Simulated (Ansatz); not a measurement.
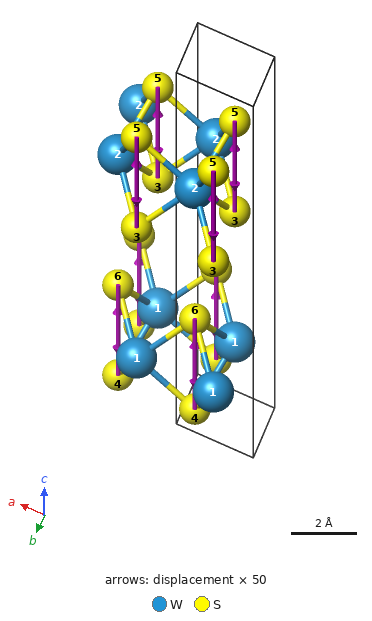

This is a relaxation of a crystal of WS2 (a generated structure, set up in P6_3/mmc). The starting structure is drawn; purple arrows show the displacements, magnified 50 times.

The picture is a ball-and-stick view of the cell of the calculation, repeated 2 × 2 × 1 with one cell outlined, seen from a free direction.

All numbers below come from DFT, PBE, plane-wave PAW, default files, scalar-relativistic in Ansatz 0.2.0. (plane-wave cutoff 420 eV; k-point mesh 16 × 16 × 4; occupations fermi dirac; smearing width 0.02 eV; collinear spin; atoms relaxed in a fixed cell; force threshold 0.02 eV/Å; at most 60 steps)

Atoms of which element are displaced furthest, and by how much?

Sulfur: up to 0.050 Å, against 0.000 Å for tungsten.

Describe the change and its energy.

The largest moves, 0.050 Å, are those of S3, S4, S5 and S6. S4 goes along +c. W stays in place. The cell stays as it was. Some distances before and after: W1–S4 2.456 → 2.423 Å. The space group stays P6_3/mmc (No. 194). Over 3 accepted moves (4 points after the start) the energy falls by 16.0 meV per atom. The largest force component goes from 0.94 to 0.00011 eV/Å. 1 step only repeated the SCF at the same geometry. The program noted that the starting moments weren't kept. The run took 2.1 min on 1 thread of Intel(R) Xeon(R) Platinum 8488C (Sapphire Rapids), on a shared host, peak memory 0.89 GiB.
